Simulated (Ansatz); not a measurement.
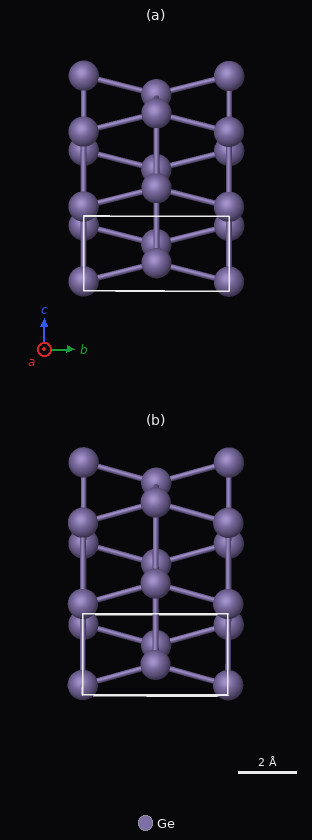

The structure of a crystal of Ge (set up in P-1) before (top) and after (bottom) a relaxation, at one scale.

A ball-and-stick model of the conventional cell (2 times the calculation's cell), repeated 1 × 1 × 3 with one cell outlined, seen along the a axis. Lengths and directions refer to the drawn axes.

Case: all atoms moved at random, sigma 0.02 Å for each component, cell strained at random, sigma 0.03; relaxed back.

These are results of DFT PBEsol, scalar-relativistic, plane waves, PAW (Ansatz), not measurements. Set-up: plane-wave cutoff 420 eV; k-point mesh 14 × 14 × 14; occupations gaussian; smearing width 0.15 eV; no spin polarisation; cell and atoms relaxed; force threshold 0.01 eV/Å; at most 80 steps.

Summarise the run.

Over 7 accepted moves (9 points after the start) the energy falls by 55.5 meV per atom. Largest force component: 0.039 eV/Å at the start, 0.00012 eV/Å at the end. The pressure goes from 8.98 to 0.01 GPa. The SCF was repeated twice at an unchanged geometry on a basis and grid sized afresh for the cell, which shifted the energy by 0.7 meV per atom at most. The largest moves relative to the cell, 0.009 Å, are those of Ge atoms. Cell: a 5.036 → 5.085 Å (+1.0 %), b 5.089 → 5.085 Å (−0.1 %), c 2.622 → 2.840 Å (+8.3 %), α 90.1° → 90.0°, β 90.8° → 90.0°, γ 89.1° → 90.0°. Volume +9.3 %. Some distances before and after: Ge–Ge 2.622 → 2.840 Å, Ge–Ge 2.604 → 2.640 Å, Ge–Ge 2.630 → 2.640 Å. Bond angles that change, for instance: Ge–Ge–Ge 151.6° → 148.8°. The space group (tolerance 0.01 Å) goes from P-1 (No. 2) to I4_1/amd (No. 141).
